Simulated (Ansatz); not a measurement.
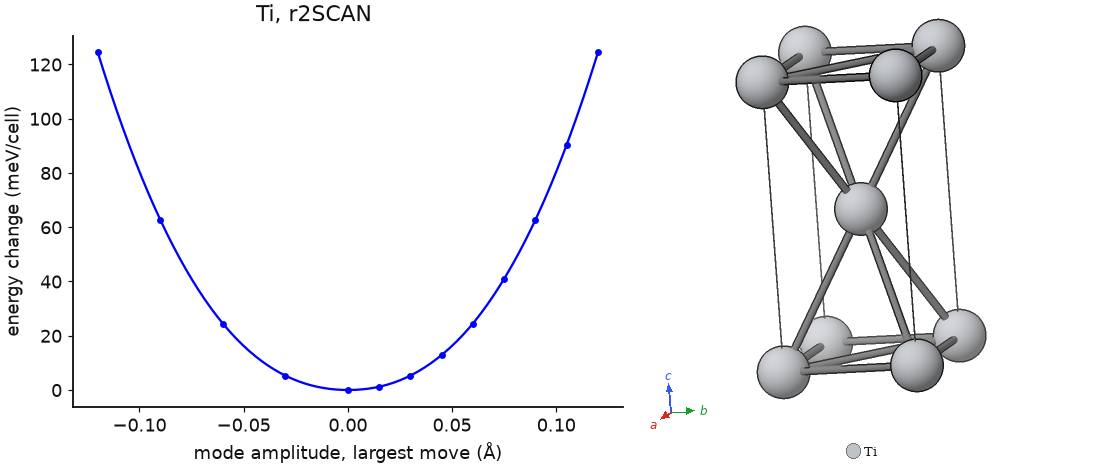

The plot gives the computed energy change against mode amplitude for Ti, space group Fm-3m (No. 225). The cell is drawn beside the plot.

Starting cell:
```yaml
crystal:
  lattice:
    - [0.00000, -2.03000, -2.03000]
    - [-2.03000, 0.00000, -2.03000]
    - [2.03000, 2.03000, -4.06000]
  atoms:
    - { symbol: Ti, position: [0.50000, 0.50000, 0.50000] }
    - { symbol: Ti, position: [0.00000, 0.00000, 0.00000] }
```

Displacement pattern for amplitude 1 (x, y, z for each atom, in the order of the cell):
```
atom      x      y      z
 Ti1   0.58   0.58  -0.58
 Ti2  -0.58  -0.58   0.58
```

How it was computed, with Ansatz 0.2.0: a normal mode of the cell frozen into a crystal at growing amplitude, by plane-wave density functional theory with PAW datasets, free energies less that of the undisturbed cell, pressure positive in compression; scalar-relativistic. Level: r2SCAN, no spin polarisation.

| setting | value |
| --- | --- |
| wave cutoff | 500 eV |
| k mesh | 18×18×20 |
| occupations | Gaussian |
| smearing width | 0.15 eV |
| k shift | (0, 0, 0) (mesh steps) |
| start | as given |

The points at mode amplitude −0.09, −0.03, 0.06 and 0.12 follow from computed ones by symmetry.

From this curve and the settings, what does the calculation give for the force along the mode and pressure at the same points?

The force along the mode falls from 2.50 eV/Å at mode amplitude −0.120 Å to −2.50 eV/Å at 0.120 Å, and changes sign near 0.000 Å. The pressure goes from 7.104 GPa at mode amplitude −0.120 Å to 7.104 GPa at 0.120 Å, not monotonically, with a low of 4.418 GPa at 0.000 Å.

| mode amplitude, largest move (Å) | force along the mode (eV/Å) | pressure (GPa) |
| --- | --- | --- |
| −0.120 | 2.50 | 7.104 |
| −0.090 | 1.64 | 5.921 |
| −0.060 | 0.93 | 5.082 |
| −0.030 | 0.38 | 4.581 |
| 0.000 | 0.00 | 4.418 |
| 0.015 | −0.17 | 4.458 |
| 0.030 | −0.38 | 4.581 |
| 0.045 | −0.63 | 4.789 |
| 0.060 | −0.93 | 5.082 |
| 0.075 | −1.27 | 5.459 |
| 0.090 | −1.64 | 5.921 |
| 0.105 | −2.05 | 6.469 |
| 0.120 | −2.50 | 7.104 |

Keep in mind: reference crystal is not relaxed.
